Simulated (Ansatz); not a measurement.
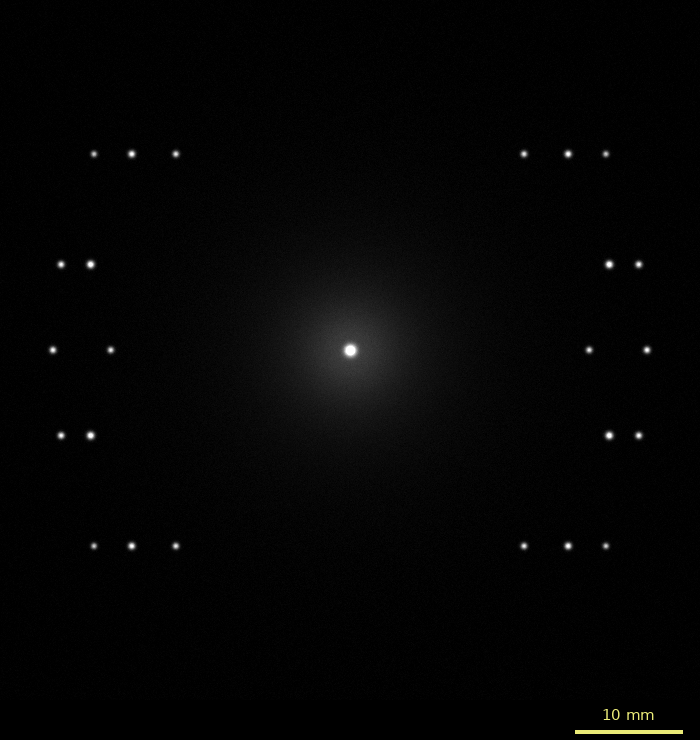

Simulated X-ray rotation photograph: Cu Kα radiation (λ = 1.5418 Å), cylindrical film of radius 28.65 mm unrolled, rotation axis vertical and normal to the beam, kinematic intensities without Lorentz or polarisation factors, the film spanning ±63° about the beam; spots down to d = 1.64 Å.

**Measure the layer lines and find the identity period along the axis.**

The first layer line lies 8.1 mm from the equator, so tan ν = 0.281, sin ν = 0.271 and the period is λ/sin ν = 5.70 Å. Further lines follow at 18.4 mm.

The crystal is C, space group Pm-3n (No. 223), a = 4.028 Å. Structure: the end point of a relaxation with Ansatz 0.2.0, DFT, BLYP, plane waves (420 eV) with PAW, scalar-relativistic; the starting structure was generated, so it need not be a known form of this composition.

**About which axis was it rotated?**

About [110] (or an equivalent direction), whose length in the conventional cell is 5.696 Å.
